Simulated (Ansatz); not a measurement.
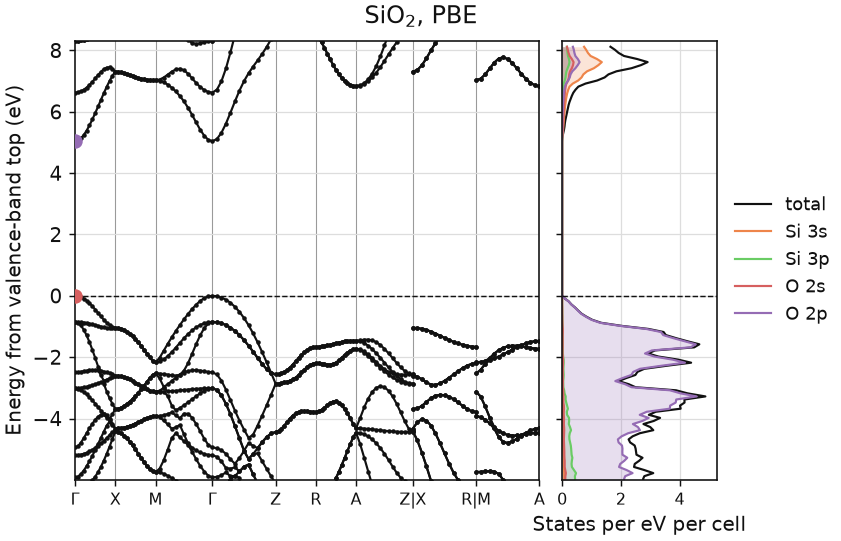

Band structure and density of states of SiO2, space group P4_2/mnm, 6 atoms in the cell. Computed with Ansatz 0.2.0: DFT PBE, scalar-relativistic, plane waves, PAW, no spin polarisation, 6×6×8 k mesh, 420 eV cutoff, Gaussian smearing of 0.02 eV. Energies are counted from the top of the valence band. The partial curves are projected on Löwdin-orthogonalised atomic shells.

An insulator. The gap along this path is 5.04 eV and direct: both edges lie at Γ. The top valence level at Γ is a single band, not degenerate (spin aside). The direct gaps are 9.19 eV at M, 8.35 eV at X and 8.30 eV at A. By projected weight, the top eV of the valence band is O 2p almost alone.
